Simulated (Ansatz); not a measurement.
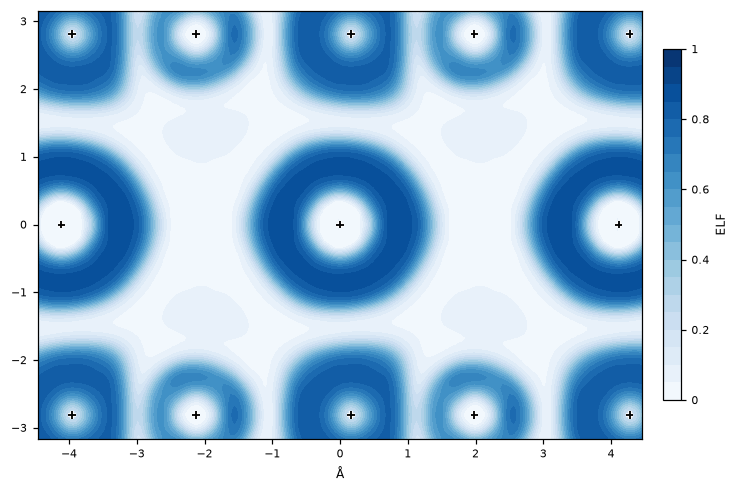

The electron localisation function on a plane through atoms (crosses mark nuclei in the plane).

Computed with DFT r2SCAN, scalar-relativistic, plane waves, PAW in Ansatz.

Candidates:
A. BaTiO$_{3}$, a = 3.97 Å, b = 3.97 Å, c = 4.11 Å, α = 90.00°, β = 90.00°, γ = 90.00°. Space group P4mm; computed without spin polarisation.
B. AlNi$_{3}$, a = 5.60 Å, b = 5.60 Å, c = 5.60 Å, α = 90.00°, β = 90.00°, γ = 90.00°. Space group Fm-3m; a structure from a database of computed crystals, not necessarily the ambient phase; started from the database_225 prototype, which need not be the ambient phase; the program warned that a starting moment wasn't kept; spin-polarised, but the moments vanished.

Question: Which candidate gave the map?

Answer: Candidate A: BaTiO$_{3}$ on the (110) plane of the conventional cell, which holds Ba, Ti and O. Ti–O (1.82 Å): the ELF peaks at about 0.80 in the valence shell of O, 0.5 Å from its nucleus, and is about 0.30 at the midpoint; no localised pair shows between them. Ba–O (2.81 Å): the ELF is about 0.10 at the midpoint (an ionic contact with no shared pair).
